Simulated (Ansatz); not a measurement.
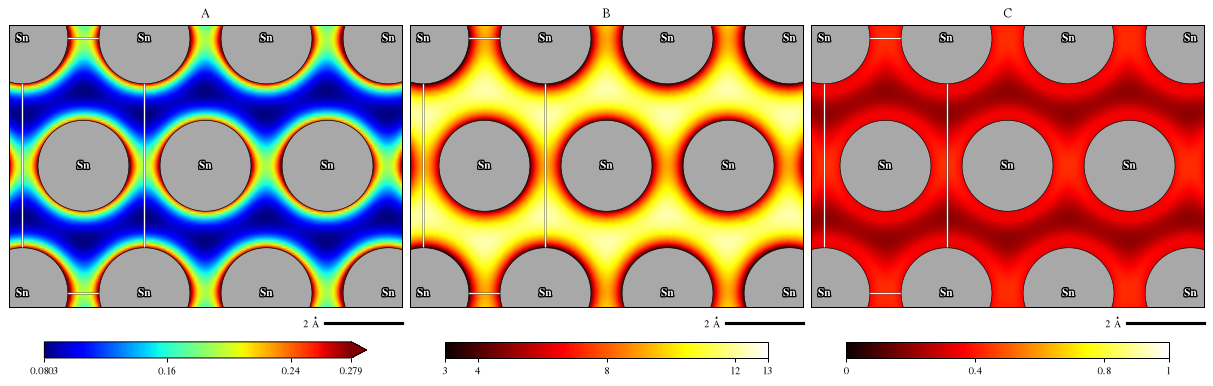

Sn: 3 fields on the (101) plane of the conventional cell, with unlabelled colour scales. Grey discs cover the atomic cores.

Space group I4/mmm.

Level of theory: DFT PBE, scalar-relativistic, plane waves, PAW in Ansatz.

Q: Which field does each panel show? The fields are: electron localisation function, electrostatic potential energy of an electron and valence pseudo-density.

A: Panel A: valence pseudo-density. Panel B: electrostatic potential energy of an electron (low next to the atoms, rising into the space between them). Panel C: electron localisation function. From the grid: Sn–Sn (3.18 Å): ρ is about 0.19 e/Å³ halfway; the ELF is about 0.45 at the midpoint.
